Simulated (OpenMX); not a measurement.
# Energy of FeO along an even scaling of the cell

System: FeO (R-3m, 2 atoms in the cell).
Method: Kohn-Sham DFT of a periodic cell, PBE, OpenMX 2013 PBE set, spin-polarised (OpenMX 3.8.5).

The 7 runs differ only in the geometry, by an even scaling of the cell at fixed fractional positions. The structure derives from an entry of the Crystallography Open Database.

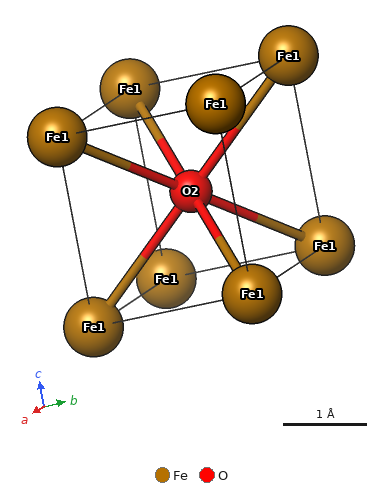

Figure 1. The structure of run 4 (ball-and-stick view of the reduced cell, seen slightly off an axis; atoms are numbered from 1 in the order of the input).

### Input of run 4
```
System.CurrrentDirectory             ./
System.Name                          FeO
DATA.PATH                            ./DFT_DATA13
level.of.stdout                      1
level.of.fileout                     1
Species.Number                       2
<Definition.of.Atomic.Species
  Fe  Fe6.0H-s3p2d1          Fe_PBE13H
  O   O6.0-s2p2d1            O_PBE13
Definition.of.Atomic.Species>

Atoms.Number                         2
Atoms.SpeciesAndCoordinates.Unit     FRAC
<Atoms.SpeciesAndCoordinates
    1  Fe    0.0000000000    0.0000000000    0.0000000000   9.500  6.500
    2  O     0.5000000000    0.5000000000    0.5000000000   3.000  3.000
Atoms.SpeciesAndCoordinates>

Atoms.UnitVectors.Unit               Ang
<Atoms.UnitVectors
     1.5188209023    0.8768916568    2.5195772846
    -1.5188209023    0.8768916568    2.5195772846
     0.0000000000   -1.7537833136    2.5195772846
Atoms.UnitVectors>

scf.XcType                           GGA-PBE
scf.SpinPolarization                 on
scf.ElectronicTemperature            580.226
scf.energycutoff                     350.0
scf.maxIter                          160
scf.EigenvalueSolver                 band
scf.Kgrid                            11 11 11
scf.Mixing.Type                      rmm-diisk
scf.Init.Mixing.Weight               0.01
scf.Min.Mixing.Weight                0.001
scf.Max.Mixing.Weight                0.2
scf.Mixing.History                   40
scf.Mixing.StartPulay                15
scf.criterion                        1.0e-8
scf.stress.tensor                    on
MD.Type                              nomd
```

Command:
```bash
openmx FeO.dat -nt 1 > FeO.std
```

Lattice vectors (Å) and fractional positions of run 4:
```
   1.518821    0.876892    2.519577
  -1.518821    0.876892    2.519577
   0.000000   -1.753783    2.519577
Fe  0.000000  0.000000  0.000000
O   0.500000  0.500000  0.500000
```

Run 2 has the same physical settings and fractional positions; its lattice vectors (Å) are:
```
   1.498294    0.865040    2.485525
  -1.498294    0.865040    2.485525
   0.000000   -1.730081    2.485525
```

### Results, with one run withheld

```csv
run,volume per atom (Å³),"free energy per atom, from the lowest run given (meV)"
1,9.463,20.39
2,9.664,?
3,9.866,1.28
4,10.067,0.00
5,10.268,3.69
6,10.470,11.53
7,10.671,23.27
```

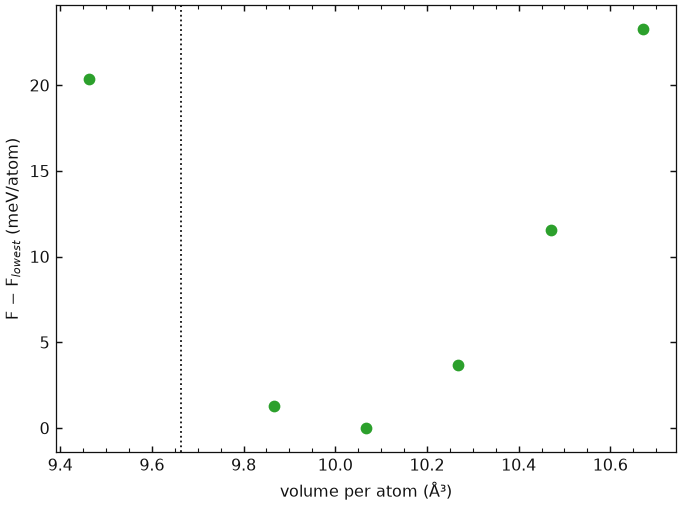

Figure 2. Free energy per atom of the runs given; the dotted line marks run 2.

Estimate the energy of run 2 from the others.

A cubic polynomial in V^(−2/3) (the Birch–Murnaghan form), fitted to the 6 runs given, misses them by at most 0.06 meV per atom. With x = V^(−2/3) − 0.21372 Å⁻², it reads F = 0.5729 − 900.72 x + 2.9484e+05 x² + 3.5683e+05 x³ (meV per atom). At run 2 it gives 7.85 meV per atom, and the run itself gives 7.95. The fit has its minimum at 10.014 Å³ per atom, where V d²F/dV² gives 195 GPa. Cell shape and fractional positions are held, so this is the stiffness under even scaling; the relaxed bulk modulus wasn't computed.

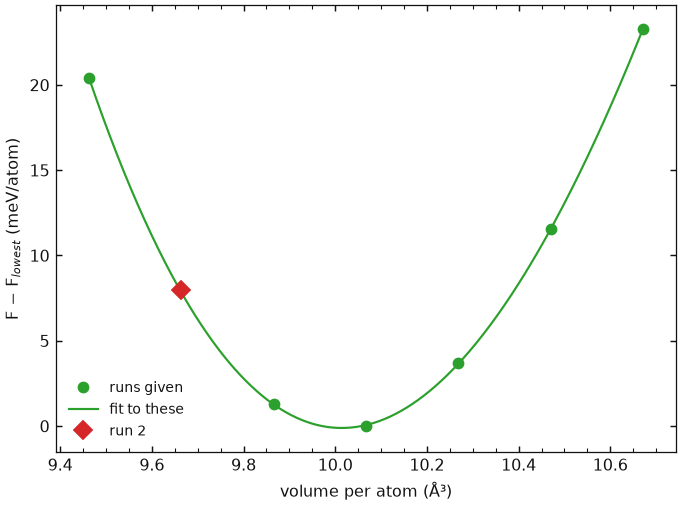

Figure 3. The fit and the withheld run.

### Some lines of the output (run 2)
```
[...]
  Cell_Volume =    130.436512467499 (Bohr^3)
        Total energy (Hartree) at MD = 1
   kloop=0
   kloop=1
   kloop=665
```

Notes: With a small basis of atomic orbitals these values can differ much from converged plane-wave results.
